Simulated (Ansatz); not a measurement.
## Electronic structure of CdS in real space

```yaml
crystal:
  lattice:
    - [5.22861, 0.00000, 0.00000]
    - [0.00000, 5.22861, 0.00000]
    - [0.00000, 0.00000, 5.22861]
  atoms:
    - { symbol: Cd, position: [0.00000, 0.00000, 0.00000] }
    - { symbol: Cd, position: [0.50000, 0.50000, 0.00000] }
    - { symbol: Cd, position: [0.50000, 0.00000, 0.50000] }
    - { symbol: Cd, position: [0.00000, 0.50000, 0.50000] }
    - { symbol: S, position: [0.50000, 0.00000, 0.00000] }
    - { symbol: S, position: [0.00000, 0.50000, 0.00000] }
    - { symbol: S, position: [0.00000, 0.00000, 0.50000] }
    - { symbol: S, position: [0.50000, 0.50000, 0.50000] }
```

Space group Fm-3m; a structure from a database of computed crystals, not necessarily the ambient phase; computed pressure about 10 GPa in this cell.

Method: Ansatz 0.2.0, DFT, PBEsol, PAW with Ansatz's default frozen-core files, scalar-relativistic; relaxation of cell and atoms.

The density is the valence pseudo-density of a PAW calculation; it isn't the true density close to the nuclei.

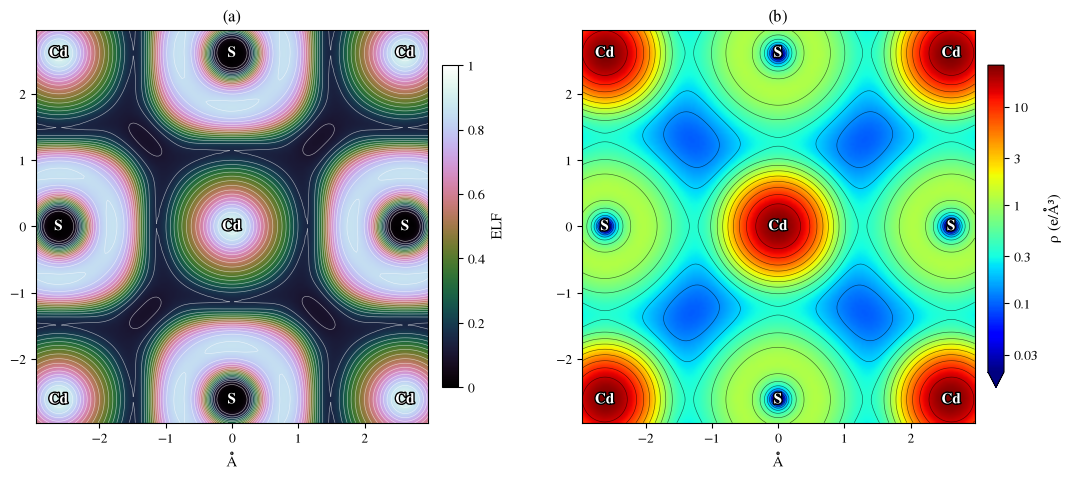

Figure 1. (a) ELF; (b) valence charge density (pseudo) on the (001) plane of the conventional cell.

Read the bonding off the picture.

Answer.
- The section cuts through Cd and S sites.
- Cd–S (2.61 Å): ρ is about 0.35 e/Å³ halfway; the ELF peaks at about 0.85 in the valence shell of S, 0.8 Å from its nucleus, and drops to about 0.15 between the two atoms.
- Between the atoms the lowest density in this plane is 0.1 e/Å³.
- The features right at Cd lie inside the PAW spheres, where the map follows smoothed inner orbitals and isn't to be read closely.

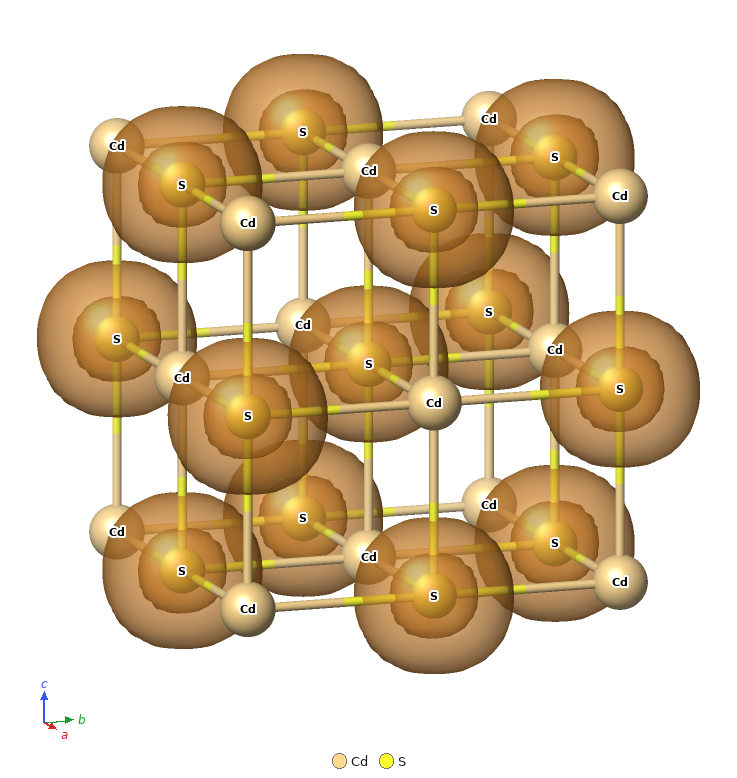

Figure 2. Isosurface of the ELF at 0.75 (orange), seen slightly off an axis. Core shells and regions of very low density are left out. Sticks mark near contacts.

Describe the localisation domains.

Answer. At this value the surface marks out four regions wrapped around S (the valence shell of each), counted in one cell of 8 atoms. Regions shared between cells count once.
